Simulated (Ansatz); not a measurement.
## Run report: B48N48H, single-point calculation (part 1 of 2)

The run: single-point calculation of B48N48H (defect cell, 97 atoms in the cell). Method and program: DFT, HSE06, PAW, plane waves (Ansatz 0.2.0).

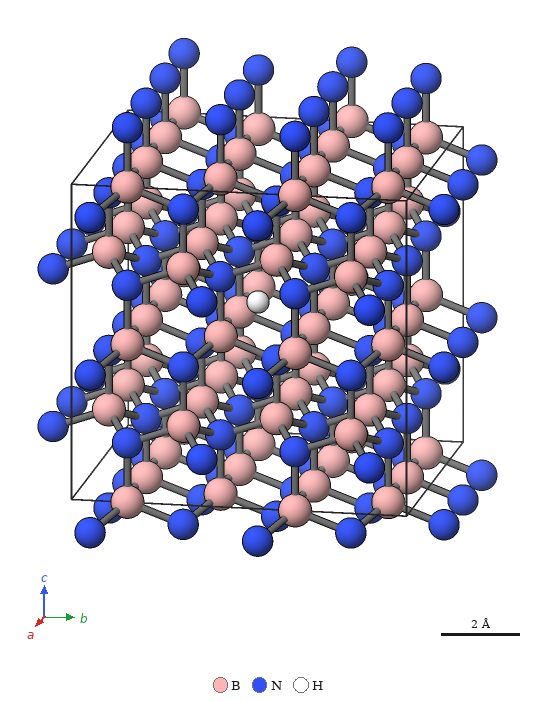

**Figure 1.** The structure as given in the input (ball-and-stick view of the cell of the calculation, seen slightly off an axis; bonded neighbours outside the cell are drawn too).

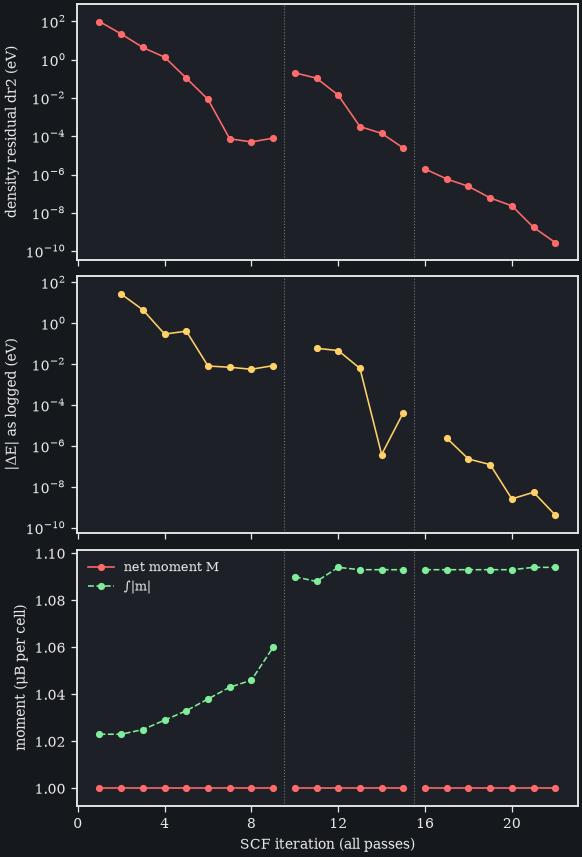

**Figure 2.** Convergence of the self-consistent field: density residual dr2, size of the energy change and magnetic moment against the SCF iteration. The run starts with a semilocal functional; after that each stretch between dotted lines is one SCF of the hybrid functional between two exact rebuilds of the exchange operator by the outer loop. Early passes are stopped at a loose threshold. The passes take 9, 6 and 7 iterations. The net moment stays at 1.0 μB per cell.

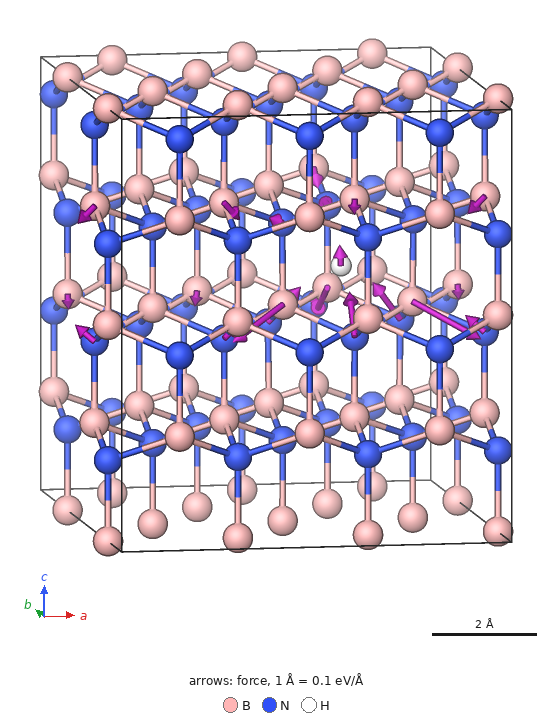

**Figure 3.** Forces on the atoms as pink arrows (ball-and-stick view of the cell of the calculation, seen slightly off an axis). The largest act on B18 (0.16 eV/Å); B12, B20 (0.14 eV/Å); N87, N89, N93 (0.10 eV/Å); B32, B48 (0.06 eV/Å), among others. Atoms are counted from 1 in the order of the input and aren't labelled in the picture. 

The input that produced these results follows, with the program's output.

Input:
```yaml
crystal:
  lattice:
    - [7.622990, 0.000000, 0.000000]
    - [0.000000, 8.802271, 0.000000]
    - [0.000000, 0.000000, 8.406582]
  atoms:
    - { symbol: B, position: [0.999590, 0.166841, 0.001115] }
    - { symbol: B, position: [0.999556, 0.167047, 0.500784] }
    - { symbol: B, position: [0.332648, 0.166837, 0.001130] }
    - { symbol: B, position: [0.332666, 0.167049, 0.500785] }
    - { symbol: B, position: [0.166108, 0.416983, 0.001274] }
    - { symbol: B, position: [0.166117, 0.416833, 0.500735] }
    - { symbol: B, position: [0.999886, 0.667285, 0.000711] }
    - { symbol: B, position: [0.000257, 0.667497, 0.500238] }
    - { symbol: B, position: [0.666111, 0.166525, 0.000838] }
    - { symbol: B, position: [0.666114, 0.165974, 0.500313] }
    - { symbol: B, position: [0.499173, 0.416843, 0.000967] }
    - { symbol: B, position: [0.500178, 0.417337, 0.500403], spin: 0.125 }
    - { symbol: B, position: [0.332364, 0.667272, 0.000713] }
    - { symbol: B, position: [0.332008, 0.667495, 0.500231] }
    - { symbol: B, position: [0.166124, 0.917084, 0.000780] }
    - { symbol: B, position: [0.166121, 0.917336, 0.500723] }
    - { symbol: B, position: [0.833061, 0.416847, 0.000957] }
    - { symbol: B, position: [0.831974, 0.417369, 0.500423], spin: 0.125 }
    - { symbol: B, position: [0.666129, 0.667365, 0.000895] }
    - { symbol: B, position: [0.666125, 0.666358, 0.500352], spin: 0.125 }
    - { symbol: B, position: [0.499284, 0.917164, 0.000973] }
    - { symbol: B, position: [0.499372, 0.916958, 0.500717] }
    - { symbol: B, position: [0.832961, 0.917158, 0.000969] }
    - { symbol: B, position: [0.832884, 0.916955, 0.500702] }
    - { symbol: B, position: [0.166050, 0.083700, 0.250935] }
    - { symbol: B, position: [0.166069, 0.083400, 0.750852] }
    - { symbol: B, position: [0.999514, 0.333611, 0.250918] }
    - { symbol: B, position: [0.000790, 0.332898, 0.751835] }
    - { symbol: B, position: [0.499295, 0.083501, 0.250792] }
    - { symbol: B, position: [0.499112, 0.083656, 0.750831] }
    - { symbol: B, position: [0.332596, 0.333600, 0.250932] }
    - { symbol: B, position: [0.331306, 0.332885, 0.751852] }
    - { symbol: B, position: [0.166064, 0.583803, 0.250594] }
    - { symbol: B, position: [0.166080, 0.583620, 0.750767] }
    - { symbol: B, position: [0.999584, 0.833819, 0.250667] }
    - { symbol: B, position: [0.999519, 0.833855, 0.750750] }
    - { symbol: B, position: [0.832831, 0.083507, 0.250781] }
    - { symbol: B, position: [0.833032, 0.083660, 0.750826] }
    - { symbol: B, position: [0.666047, 0.332910, 0.249550] }
    - { symbol: B, position: [0.666069, 0.332406, 0.752414] }
    - { symbol: B, position: [0.498733, 0.584049, 0.249482] }
    - { symbol: B, position: [0.498195, 0.584314, 0.752352] }
    - { symbol: B, position: [0.332564, 0.833816, 0.250676] }
    - { symbol: B, position: [0.332637, 0.833850, 0.750764] }
    - { symbol: B, position: [0.833404, 0.584048, 0.249484] }
    - { symbol: B, position: [0.833967, 0.584333, 0.752371] }
    - { symbol: B, position: [0.666063, 0.833842, 0.250791] }
    - { symbol: B, position: [0.666079, 0.835314, 0.751754] }
    - { symbol: N, position: [0.999488, 0.166934, 0.188119] }
    - { symbol: N, position: [0.999721, 0.166843, 0.688155] }
    - { symbol: N, position: [0.332741, 0.166932, 0.188138] }
    - { symbol: N, position: [0.332536, 0.166849, 0.688164] }
    - { symbol: N, position: [0.166111, 0.417125, 0.188139] }
    - { symbol: N, position: [0.166101, 0.416904, 0.688207] }
    - { symbol: N, position: [0.999943, 0.667337, 0.187237] }
    - { symbol: N, position: [0.999704, 0.667181, 0.687960] }
    - { symbol: N, position: [0.666116, 0.166397, 0.187372] }
    - { symbol: N, position: [0.666128, 0.166704, 0.688064] }
    - { symbol: N, position: [0.499281, 0.416917, 0.187600] }
    - { symbol: N, position: [0.497604, 0.416051, 0.690071], spin: 0.125 }
    - { symbol: N, position: [0.332312, 0.667329, 0.187258] }
    - { symbol: N, position: [0.332572, 0.667175, 0.687968] }
    - { symbol: N, position: [0.166123, 0.917172, 0.187936] }
    - { symbol: N, position: [0.166129, 0.917026, 0.687974] }
    - { symbol: N, position: [0.832931, 0.416921, 0.187594] }
    - { symbol: N, position: [0.834662, 0.416034, 0.690120], spin: 0.125 }
    - { symbol: N, position: [0.666119, 0.667219, 0.187520] }
    - { symbol: N, position: [0.666163, 0.669014, 0.690051], spin: 0.125 }
    - { symbol: N, position: [0.499291, 0.917015, 0.187998] }
    - { symbol: N, position: [0.499283, 0.917255, 0.688074] }
    - { symbol: N, position: [0.832950, 0.917015, 0.187991] }
    - { symbol: N, position: [0.832977, 0.917263, 0.688066] }
    - { symbol: N, position: [0.166033, 0.083702, 0.438077] }
    - { symbol: N, position: [0.166049, 0.083557, 0.938107] }
    - { symbol: N, position: [0.999854, 0.333402, 0.437852] }
    - { symbol: N, position: [0.999814, 0.333401, 0.938588] }
    - { symbol: N, position: [0.499123, 0.083302, 0.438018] }
    - { symbol: N, position: [0.499227, 0.083652, 0.938007] }
    - { symbol: N, position: [0.332231, 0.333360, 0.437890] }
    - { symbol: N, position: [0.332261, 0.333386, 0.938593] }
    - { symbol: N, position: [0.166081, 0.583782, 0.437893] }
    - { symbol: N, position: [0.166059, 0.583608, 0.937823] }
    - { symbol: N, position: [0.999735, 0.833975, 0.437911] }
    - { symbol: N, position: [0.999450, 0.833777, 0.937878] }
    - { symbol: N, position: [0.832976, 0.083316, 0.438000] }
    - { symbol: N, position: [0.832866, 0.083652, 0.938004] }
    - { symbol: N, position: [0.665998, 0.330487, 0.435048] }
    - { symbol: N, position: [0.666047, 0.333355, 0.938494] }
    - { symbol: N, position: [0.496381, 0.585229, 0.435010] }
    - { symbol: N, position: [0.499120, 0.583823, 0.938424] }
    - { symbol: N, position: [0.332387, 0.833986, 0.437919] }
    - { symbol: N, position: [0.332666, 0.833770, 0.937892] }
    - { symbol: N, position: [0.835743, 0.585261, 0.435003], spin: 0.125 }
    - { symbol: N, position: [0.833007, 0.583841, 0.938436] }
    - { symbol: N, position: [0.666066, 0.834243, 0.437769] }
    - { symbol: N, position: [0.666053, 0.834236, 0.938474] }
    - { symbol: H, position: [0.666172, 0.500348, 0.574629], spin: 0.125 }
  symmetry: { detect: false }
kpoints:
  mp_grid: { grid: [1, 1, 1], shift: [0.25, 0.25, 0.25] }
hamiltonian:
  xc: hse06
magnetization:
  spin_polarized: true
scf:
  occupations: { method: fermi_dirac, width: 0.01 }
output:
  forces: true
  eigenvalues: true
  populations: true
  eigenstates: { kpoints: [[0.25, 0.25, 0.25]], e_range: [-6.0, 6.0], localisation: true }
```

Run as:
```bash
ansatz run in.yaml --threads 8 --pin off --max-ram 17100MiB --runs-dir r --events-out ev --progress --plain
```

The program's output:
```
Pseudopotentials: kind: paw
Functional definition: HSE06
  parameter a = 0.25
  parameter omega = 0.11/bohr
  exchange = pbe_x - a*pbe_x_sr(omega) + a*exact_x_sr(omega)
  correlation = pbe_c
Crystal: 97 atoms, lattice volume = 564.078 Å³
Basis set: ecut = 420 eV, 11009 PW (Γ), exchange–correlation on 108×120×120 points (8 copies of the dense FFT grid, shifted against one another)
Bands: 290, of which v1, the nominal top of the filled ones, is band 193 counted from 1 (192 counted from 0)
Symmetry: 1 space group operations
k-points: 1
Non-local potential: B, projectors of the file, l = 0: 2, l = 1: 2, l = 2: 1
Non-local potential: N, projectors of the file, l = 0: 2, l = 1: 2, l = 2: 1
Non-local potential: H, projectors of the file, l = 0: 2, l = 1: 1
PAW form: soft (Blöchl's): semilocal exchange-correlation on the pseudo side does not see the compensation charge
PAW frozen core: B, regenerated for the run's functional, and the local potential with it (the file was generated under x = pbe(κ = 0.804, μ = 0.2195149727645171), c = pbe(β = 0.06672455060314922))
PAW frozen core: N, regenerated for the run's functional, and the local potential with it (the file was generated under x = pbe(κ = 0.804, μ = 0.2195149727645171), c = pbe(β = 0.06672455060314922))
PAW one-centre angular grid: B, 110 points (default); XC on 64 Gauss nodes
PAW one-centre angular grid: N, 110 points (default); XC on 64 Gauss nodes
PAW one-centre angular grid: H, 110 points (default); XC on 64 Gauss nodes
Initial density: superposition of atomic densities (chi_scale 0.1, normalization cell, long waves kept (reshape's long-wave potential 0.01 eV rms))
Starting moments: Σ|m| = 1 μB on 8 of 97 sites
Initial wavefunctions: pseudopotential atomic-orbital guess
Functional: x = pbe(κ = 0.804, μ = 0.2195149727645171), c = pbe(β = 0.06672455060314922), warm-up for x = pbe(κ = 0.804, μ = 0.2195149727645171) + 0.25 (exact − pbe) at short range (hse, ω = 0.20786987370883472 Å⁻¹), c = pbe(β = 0.06672455060314922); HSE06 as pw.x's `hse` composes it (authors' and Libxc's form: `xc: wpbeh`)
iter 1 solved again at ethr=2.55e-2 eV; its pass at ethr=1.00e-1 eV (dr2=9.80e1 eV) is discarded
SCF iter   1: F=—  HF=-26070.089249 eV  |F-HF|=—  |Δ(HF+E_count)|=         —  Δρ=7.37e-2 (↑7.37e-2 ↓7.35e-2)  dr2=9.81e1  dr2_m=2.41e-1  M=1.000 μB ∫|m|=1.023 μB  β_m=0.30  ethr=2.55e-2  ⟨swp⟩=2.0  Hψ=3246  notcnv=0
preconditioner: auto → none  [insulator: Δε(μ)=0.310 eV  Ē_g=18.166 eV  σ=0.010 eV  W_gap=1.00  n_scr=154 (ndim 8)  ℏωp=30.7 eV  f_vac=0.000  D(μ)=0.00/eV (n_scr^D=0)]
SCF iter   2: F=—  HF=-26043.375997 eV  |F-HF|=—  |Δ(HF+E_count)|=    2.67e1  Δρ=3.85e-2 (↑3.85e-2 ↓3.82e-2)  dr2=2.22e1  dr2_m=1.29e-1  M=1.000 μB ∫|m|=1.023 μB  β_m=0.30  ethr=2.55e-2  ⟨swp⟩=3.0  Hψ=1163  notcnv=0
SCF iter   3: F=—  HF=-26038.870734 eV  |F-HF|=—  |Δ(HF+E_count)|=    4.51e0  Δρ=1.98e-2 (↑1.98e-2 ↓1.95e-2)  dr2=4.34e0  dr2_m=7.13e-2  M=1.000 μB ∫|m|=1.025 μB  β_m=0.30  ethr=5.77e-3  ⟨swp⟩=6.0  Hψ=1639  notcnv=0
SCF iter   4: F=—  HF=-26038.575714 eV  |F-HF|=—  |Δ(HF+E_count)|=   2.95e-1  Δρ=9.03e-3 (↑9.01e-3 ↓9.03e-3)  dr2=1.36e0  dr2_m=4.12e-2  M=1.000 μB ∫|m|=1.029 μB  β_m=0.30  ethr=1.13e-3  ⟨swp⟩=17.0  Hψ=1798  notcnv=0
iter 5 solved again at ethr=3.04e-5 eV; its pass at ethr=3.54e-4 eV (dr2=1.17e-1 eV) is discarded
SCF iter   5: F=—  HF=-26038.166151 eV  |F-HF|=—  |Δ(HF+E_count)|=   4.10e-1  Δρ=3.24e-3 (↑3.24e-3 ↓3.18e-3)  dr2=1.09e-1  dr2_m=2.38e-2  M=1.000 μB ∫|m|=1.033 μB  β_m=0.30  ethr=3.04e-5  ⟨swp⟩=7.0  Hψ=2502  notcnv=0  defer=3
SCF iter   6: F=—  HF=-26038.158034 eV  |F-HF|=—  |Δ(HF+E_count)|=   8.12e-3  Δρ=1.85e-3 (↑1.85e-3 ↓1.79e-3)  dr2=8.42e-3  dr2_m=1.37e-2  M=1.000 μB ∫|m|=1.038 μB  β_m=0.30  ethr=2.83e-5  ⟨swp⟩=6.0  Hψ=1784  notcnv=0  defer=2
SCF iter   7: F=—  HF=-26038.165082 eV  |F-HF|=—  |Δ(HF+E_count)|=   7.05e-3  Δρ=1.25e-3 (↑1.24e-3 ↓1.25e-3)  dr2=7.36e-5  dr2_m=7.94e-3  M=1.000 μB ∫|m|=1.043 μB  β_m=0.30  ethr=2.19e-6  ⟨swp⟩=7.5  Hψ=1526  notcnv=0  defer=5
Mixer restart at iter 7: flushing history
spin-set hold released at iteration 7 (site moments contracting): the magnetisation degrees of freedom join the quasi-Newton model from the next iteration; the mixer history was flushed
SCF iter   8: F=—  HF=-26038.170724 eV  |F-HF|=—  |Δ(HF+E_count)|=   5.64e-3  Δρ=9.63e-4 (↑9.34e-4 ↓9.63e-4)  dr2=5.06e-5  dr2_m=4.62e-3  M=1.000 μB ∫|m|=1.046 μB  β_m=0.65  ethr=1.91e-8  ⟨swp⟩=6.0  Hψ=1409  notcnv=0  defer=4
SCF iter   9: F=-26038.179096 eV  HF=-26038.179153 eV  |F-HF|=5.74e-5  |Δ(HF+E_count)|=   8.43e-3  Δρ=6.90e-5 (↑6.50e-5 ↓6.90e-5)  dr2=7.99e-5  dr2_m=6.60e-6  M=1.000 μB ∫|m|=1.060 μB  ethr=1.31e-8  ⟨swp⟩=6.5  Hψ=1943  notcnv=0  defer=3
SCF 1 stopped early in 9 iterations: F = -26038.179096 eV  dr2 = 7.99e-5
  greatest PAW one-centre occupation: 0.793 electrons in one spin orbital (limit 2), on the N atom at site 92 (counted from 0), in its partial waves of l = 0
Initial density: handed on by an earlier stage of this run
Starting moments: Σ|m| = 1 μB on 8 of 97 sites; this step starts from the density that it was given
Initial wavefunctions: those handed on with the density
Functional: x = pbe(κ = 0.804, μ = 0.2195149727645171) + 0.25 (exact − pbe) at short range (hse, ω = 0.20786987370883472 Å⁻¹), c = pbe(β = 0.06672455060314922); HSE06 as pw.x's `hse` composes it (authors' and Libxc's form: `xc: wpbeh`)
Exchange kernel: α = 0.2500, screened, ω = 0.2079 Å⁻¹, Wigner–Seitz truncation, v(0) = 796.5775 eV·Å³, q-mesh 1×1×1, nearest image of the exchange supercell L = 7.62 Å, pair-density grid 36×45×45, without the augmentation charges, whose exchange is taken in its separable form (sized by the pseudopotential files, 50×60×60 at the most), smooth part of the exchange summed in real space on grids 50×60
Frozen-core exchange: fock
SCF iter   1: F=—  HF=-26046.774082 eV  |F-HF|=—  |Δ(HF+E_count)|=         —  Δρ=4.51e-3 (↑4.51e-3 ↓4.50e-3)  dr2=2.07e-1  dr2_m=1.09e-3  M=1.000 μB ∫|m|=1.090 μB  β_m=0.30  ethr=2.08e-7  ⟨swp⟩=12.5  Hψ=3777  notcnv=0
preconditioner: auto → none  [insulator: Δε(μ)=3.034 eV  Ē_g=20.080 eV  σ=0.010 eV  W_gap=1.00  n_scr=154 (ndim 8)  ℏωp=30.7 eV  f_vac=0.000  D(μ)=0.00/eV (n_scr^D=0)]
SCF iter   2: F=—  HF=-26046.833886 eV  |F-HF|=—  |Δ(HF+E_count)|=   5.98e-2  Δρ=3.36e-3 (↑3.36e-3 ↓3.35e-3)  dr2=1.08e-1  dr2_m=9.31e-4  M=1.000 μB ∫|m|=1.088 μB  β_m=0.59  ethr=2.08e-7  ⟨swp⟩=5.0  Hψ=2183  notcnv=0
SCF iter   3: F=—  HF=-26046.787780 eV  |F-HF|=—  |Δ(HF+E_count)|=   4.61e-2  Δρ=8.38e-4 (↑8.27e-4 ↓8.38e-4)  dr2=1.40e-2  dr2_m=2.67e-5  M=1.000 μB ∫|m|=1.094 μB  β_m=0.58  ethr=2.08e-7  ⟨swp⟩=5.0  Hψ=2239  notcnv=0
SCF iter   4: F=—  HF=-26046.781545 eV  |F-HF|=—  |Δ(HF+E_count)|=   6.23e-3  Δρ=1.54e-4 (↑1.45e-4 ↓1.54e-4)  dr2=3.21e-4  dr2_m=1.40e-5  M=1.000 μB ∫|m|=1.093 μB  β_m=0.61  ethr=2.08e-7  ⟨swp⟩=4.0  Hψ=1855  notcnv=0
SCF iter   5: F=—  HF=-26046.781546 eV  |F-HF|=—  |Δ(HF+E_count)|=   3.82e-7  Δρ=7.46e-5 (↑7.36e-5 ↓7.46e-5)  dr2=1.42e-4  dr2_m=3.40e-6  M=1.000 μB ∫|m|=1.093 μB  β_m=0.59  ethr=8.03e-8  ⟨swp⟩=4.0  Hψ=1370  notcnv=0
SCF iter   6: F=-26046.781483 eV  HF=-26046.781502 eV  |F-HF|=1.93e-5  |Δ(HF+E_count)|=   4.31e-5  Δρ=3.48e-5 (↑3.48e-5 ↓3.18e-5)  dr2=2.43e-5  dr2_m=1.07e-6  M=1.000 μB ∫|m|=1.093 μB  ethr=3.62e-8  ⟨swp⟩=3.5  Hψ=1082  notcnv=0
SCF 2 stopped early in 6 iterations: F = -26046.781483 eV  dr2 = 2.43e-5
  Residual-converged pass: ⟨swp⟩=3.5  Hψ=1351  notcnv=0  max |occ|·‖R‖ = 5.4e-6 eV (tolerance 6.7e-6 eV)  dr2=2.44e-5  dr2_m=1.09e-6  dr2_onsite=7.60e-7  max |Δocc| = 0.0e0
  greatest PAW one-centre occupation: 0.796 electrons in one spin orbital (limit 2), on the N atom at site 92 (counted from 0), in its partial waves of l = 0
hybrid outer 1: dexx = +1.124e-1 eV, tail = 1.13e-4 eV
```
